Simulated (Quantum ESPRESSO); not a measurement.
System: KCl (space group Fm-3m).

Method: plane-wave DFT, no spin polarisation; energies at scaled volumes of the given cell, shape and fractions fixed, counted from the fit's minimum, third-order Birch-Murnaghan fit (Quantum ESPRESSO 7.5). All runs: no spin polarisation.

```csv
setting,value
k mesh,7×7×7
occupations,Fermi–Dirac
smearing width,0.05 eV
wave cutoff,1007 eV
density cutoff,4027 eV
```

Settings that differ: PBEsol: potentials PseudoDojo-0.4.1-SR-PBEsol-standard; PBE + D3(BJ): potentials PseudoDojo-0.4.1-SR-PBE-standard.

Predict the energy against volume, with one curve for each functional. The cases: PBEsol; PBE + D3(BJ).

The fitted equilibrium volumes, smallest first, are PBEsol 30.405, PBE + D3(BJ) 30.875 Å³/atom. The fitted bulk moduli, smallest first, are PBEsol 18.5, PBE + D3(BJ) 18.7 GPa.

PBEsol:
| volume (Å³/atom) | energy (meV/atom) |
| --- | --- |
| 29.28 | 2.58 |
| 29.90 | 0.49 |
| 30.53 | 0.03 |
| 31.15 | 1.00 |
| 31.77 | 3.25 |
| 32.40 | 6.62 |
| 33.02 | 10.99 |

PBE + D3(BJ):
| volume (Å³/atom) | energy (meV/atom) |
| --- | --- |
| 29.28 | 5.30 |
| 29.90 | 1.89 |
| 30.53 | 0.23 |
| 31.15 | 0.14 |
| 31.77 | 1.44 |
| 32.40 | 3.99 |
| 33.02 | 7.63 |

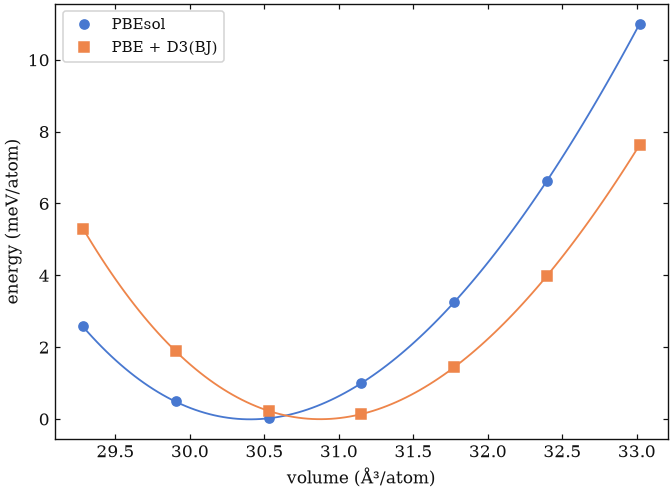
